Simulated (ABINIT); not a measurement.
# Convergence of ε∞ with k-mesh length in Si (P6_3/mmc, 4 atoms), LDA linear response

The usual rule of thumb says that in a crystal with a gap the k-mesh error falls exponentially, so that each equal step in mesh length divides it by the same factor. We test this for the electronic dielectric constant $\varepsilon_\infty$ of Si in the four-atom hexagonal cell, and look for the mesh that brings the error to 1 %. The quantity sets the refractive index below the gap and the electronic screening of charges, so a sampling error passes straight into optical and defect models. The excess is measured against the densest mesh run, 13×13×9, at fixed cell. It is a purely numerical error and says nothing about how near LDA comes to a measured dielectric constant.

## Systems and settings

One crystal, Si (P6_3/mmc, 4 atoms) (from the Materials Project, whose computed structures hold known and hypothetical phases), relaxed once; then the Γ-centred k mesh alone was changed at fixed cell. Program: ABINIT 10.8.3, plane waves, LDA, PseudoDojo norm-conserving potentials, scalar-relativistic, no spin-orbit coupling, no spin; linear response at the zone centre. Plane-wave runs: cutoff 327 eV; k meshes with a least product of divisions and cell-vector length from 6 to 34 Å in the rows and 49 Å for the reference mesh; fixed occupations. Times are rough, from shared Arm server processors.

Notes on method and selection:

- In a crystal with a gap, sums over a regular mesh converge exponentially, more slowly the smaller the direct gap.
- The densest mesh need not be converged, which bends the last points down.
- Runs that did not converge, have known faults or may not be shown are not listed, and runs on Ansatz's PAW sets soft_1 and soft_2 are kept to separate tables.

Columns:

- k-mesh length (Å): k-mesh length, the least over the axes of divisions times cell-vector length.
- excess of ε∞: ε∞ minus its value 13.328 on the densest mesh run (13×13×9).
- ε∞: electronic dielectric constant ε∞, a third of the trace.
- highest mode (cm⁻¹): highest zone-centre mode, no sum rule, no LO-TO term.
- cost (core-s): processor time, shared machines, rough.

Input lines of one member:

```
ndtset 2
# common to the responses
getwfk_filepath "gso_WFK"
kptopt 2
nqpt 1
qpt 0.0 0.0 0.0
asr 0
chneut 0
# d/dk
rfelfd1 2
rfdir1 1 1 1
iscf1 -3
tolwfr1 1.0d-20
# displacements, field
rfphon2 1
```

Command (options for logging and memory left out): `OMP_NUM_THREADS=1 mpirun -n 4 abinit dfpt_gamma.abi > dfpt_gamma.log`

## Data

| member | k-mesh length (Å) | excess of ε∞ | ε∞ | highest mode (cm⁻¹) | cost (core-s) |
| --- | --- | --- | --- | --- | --- |
| k 2×2×1 | 6.3 | 21.715 | 35.043 | 586.9 | 20 |
| k 4×4×3 | 15.2 | 6.097 | 19.425 | 517.2 | 74 |
| k 6×6×4 | 22.8 | ? | ? | ? | 170 |
| k 8×8×5 | 30.4 | 0.727 | 14.055 | 508.7 | 340 |
| k 9×9×6 | 34.2 | 0.384 | 13.712 | 508.4 | 500 |

Cells marked ? are withheld until the estimate has been made.

excess of ε∞ against k-mesh length (Å), members shown:

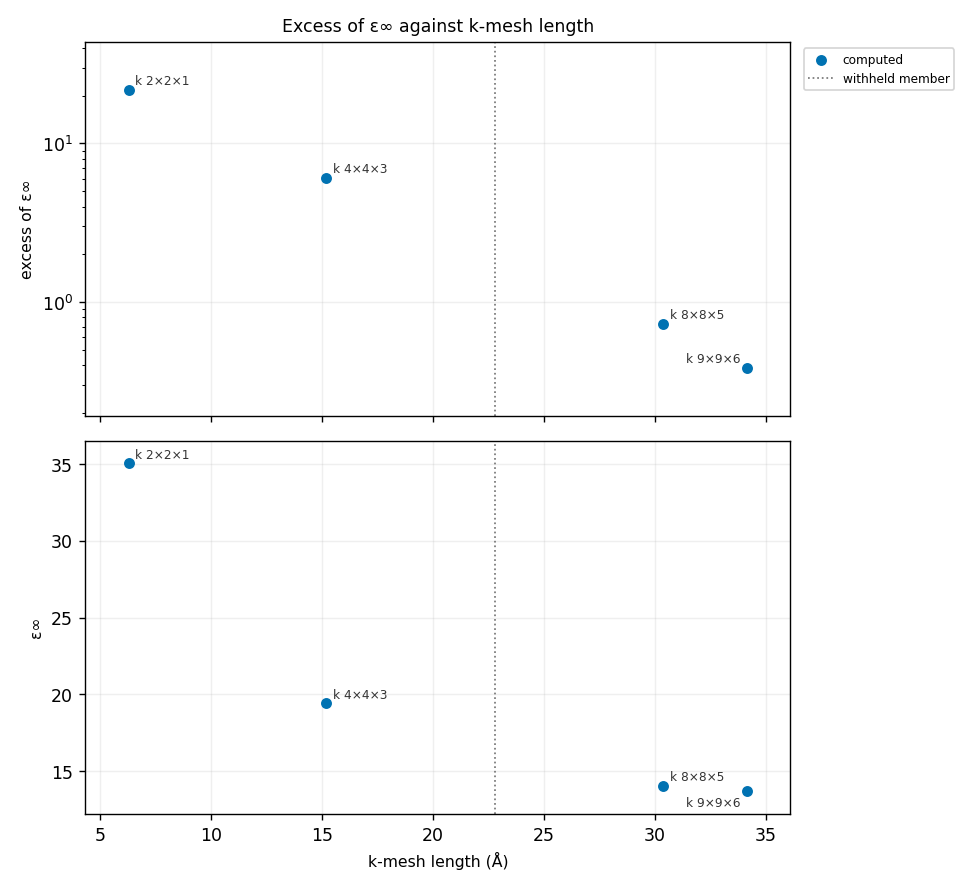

## Reading the trend

The excess is positive on every mesh shown and falls with each refinement. Its logarithmic slope is ln(21.715 / 6.097) / (15.2 − 6.3) = 0.143 per Å over the first interval and ln(6.097 / 0.727) / (30.4 − 15.2) = 0.140 per Å over the second. The decay is therefore close to exponential, with the error falling by a factor e about every 7 Å.

This is what theory expects. The error of a regular mesh is made of the Fourier components of the summand at the repeat vectors of the mesh, and with a gap these decay exponentially with length. Small direct transition energies weigh heavily in $\varepsilon_\infty$, which makes the summand sharply peaked and the decay slow. A positive error would follow if the peak lies at or near Γ, which these meshes always contain and, when coarse, overweight.

The last interval is steeper, ln(0.727 / 0.384) / (34.2 − 30.4) = 0.168 per Å. Part of this comes from the reference: at 0.140 per Å the 13×13×9 mesh would itself retain an error of about 0.05, and adding that to both points lowers the slope to about 0.15. The step from five to six divisions along the long axis, which the least length does not count, may supply the rest.

No mesh shown reaches 1 %, which is 0.01 × 13.328 = 0.133. The 9×9×6 mesh is still 0.384 / 13.328 = 2.9 % high. Continuing at 0.140 per Å puts the 1 % point near 42 Å, so eleven in-plane divisions are borderline and twelve should be safe.

The highest mode settles much sooner. At 4×4×3 it lies 517.2 − 508.4 = 8.8 cm⁻¹ above its 9×9×6 value, under 2 %, while $\varepsilon_\infty$ is 46 % too high. The 2×2×1 mesh fails even qualitatively, with a pair of imaginary zone-centre modes that vanishes on all denser meshes.

## A prediction

Plain estimates from the members shown:

- k 6×6×4, straight-line interpolation between k 4×4×3 and k 8×8×5: w = (22.8 − 15.2) / (30.4 − 15.2) = 0.500, so 6.097 + 0.500 × (0.727 − 6.097) = 3.412

The straight-line estimate of 3.412 ignores the curvature of an exponential and must come out too high. We interpolate the logarithm of the excess instead. The 6×6×4 mesh lies midway in length between 4×4×3 and 8×8×5, so the estimate is their geometric mean, √(6.097 × 0.727) = 2.11.

The same route can be tried on two shown members. For 4×4×3, interpolated between 2×2×1 and 8×8×5, it gives about 6.2 against 6.097, which is 2 % high. For 8×8×5, interpolated between 4×4×3 and 9×9×6, it gives about 0.67 against 0.727, which is 8 % low. A straight line in the second case would give 6.097 + 0.8 × (0.384 − 6.097) = 1.53, about twice the actual value.

The shape of the mesh gives no reason for a shift. With cell vectors of 3.8 and 6.3 Å, the length along the long axis exceeds the in-plane length by a factor of 3 × 6.3 / 15.2 = 1.24 for 4×4×3, 4 × 6.3 / 22.8 = 1.11 for 6×6×4 and 5 × 6.3 / 30.4 = 1.04 for 8×8×5, so the withheld mesh sits between its neighbours in this respect too. An error of 0.05 left in the reference would move the result by only about 0.03.

We take the larger of the two trial misses as the standard deviation, 0.08 × 2.11 = 0.17, rounded to 0.2.

**Committed estimate, k 6×6×4: excess of ε∞ = 2.1 ± 0.2.**

## Check

| member | k-mesh length (Å) | excess of ε∞ | ε∞ | highest mode (cm⁻¹) | cost (core-s) |
| --- | --- | --- | --- | --- | --- |
| k 6×6×4 | 22.8 | 1.820 | 15.148 | 510.0 | 170 |

| member | estimate | excess of ε∞ | computed | estimate − computed | miss in error bars |
| --- | --- | --- | --- | --- | --- |
| k 6×6×4 | committed | 2.100 | 1.820 | +0.280 | 1.4 |
| k 6×6×4 | interpolation | 3.412 | 1.820 | +1.592 |  |

excess of ε∞ against k-mesh length (Å):

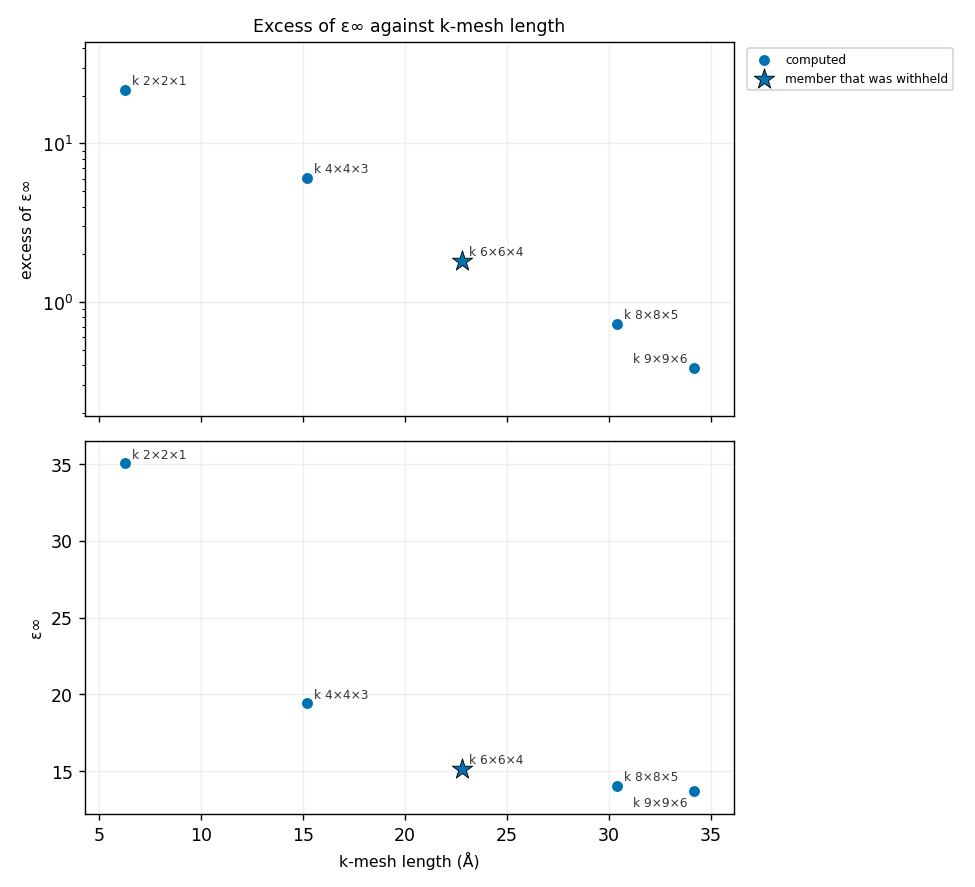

The estimate of 2.1 ± 0.2 lies 0.28 above the computed 1.820, outside its error bar by a modest margin. The straight-line interpolation misses by 1.592, nearly six times as much, so taking the logarithm was the right choice.

What failed was the assumption of an even decay between the neighbours. The slope of 0.140 per Å from 4×4×3 to 8×8×5 was an average of two unequal parts: ln(6.097 / 1.820) / 7.6 = 0.159 per Å, then ln(1.820 / 0.727) / 7.6 = 0.121 per Å. We had also argued that the shape of the mesh gave no reason for a shift. That looked only at lengths and overlooked that the two directions can converge in different ways. The axial component in fact dips below its final value and returns, so our picture of a peak near Γ that is always overweighted cannot hold for it. The exponential envelope survives, with a ripple on it.

## Residuals

No mesh breaks the trend. A straight line through the logarithms of all five excesses has a slope of about −0.14 per Å, and the largest departures from it are 6×6×4, about 9 % low, and 8×8×5, about 8 % high. The other three lie within about 2 %.

A likely reason for the low value is the dip of the axial component. Against the geometric mean of its neighbours the 6×6×4 trace is short by 2.11 − 1.82 = 0.29, which the axial component alone would supply if it were 3 × 0.29 = 0.87 lower. The table lists only the trace, but the dip does fall at this mesh: the axial component lies below its final value here while the in-plane one is still above.

The high value of 8×8×5 fits this too, since the axial component has by then come back up to slightly above its final value. Apart from 2×2×1, this mesh also has the least axial length to spare over its in-plane length, 5 × 6.3 = 31.5 against 30.4 Å, which may act in the same direction.

## Time and accuracy

Going from 4×4×3 to 9×9×6 raises the cost from 74 to 500 core-s, a factor of about 7, and cuts the excess by 6.097 / 0.384 = 16. On the three densest meshes shown the time is close to 1 core-s per point of the full mesh, for example 500 / (9 × 9 × 6) = 1.03. A 12×12×8 mesh would then take roughly 12 × 12 × 8 × 1.03 = 1200 core-s, or about five minutes on four cores.

For the highest mode alone this would be wasted. The 6×6×4 mesh already gives it within 510.0 − 508.4 = 1.6 cm⁻¹ of the 9×9×6 value for 170 core-s.

## Rules of thumb and their limits

From 6 to 34 Å the error of $\varepsilon_\infty$ falls exponentially on average, by a factor e per 7 Å. Interpolating its logarithm between adjacent meshes recovers the three inner members to within about 16 %.

For an error of 1 % the range of slopes found here, with an allowance for the unconverged reference, points to 41 to 44 Å. In this cell 12×12×8, at 12 × 3.8 = 45.6 Å, should suffice. The sum of the Born charges gives a warning within a single run, since it should vanish and shrinks along with the error of $\varepsilon_\infty$.

No omitted effect rivals the error of the coarsest mesh. On the two densest meshes shown, however, the sampling errors of about 5 and 3 % are already smaller than the usual error of LDA, which makes $\varepsilon_\infty$ of such semiconductors too large by very roughly 10 %. A denser mesh does not remove that.

[Logs are printed without paths, hosts, clocks, repeated set-up lines and the standing remarks that a program may print on its own settings, such as how far it seeks lower states.]
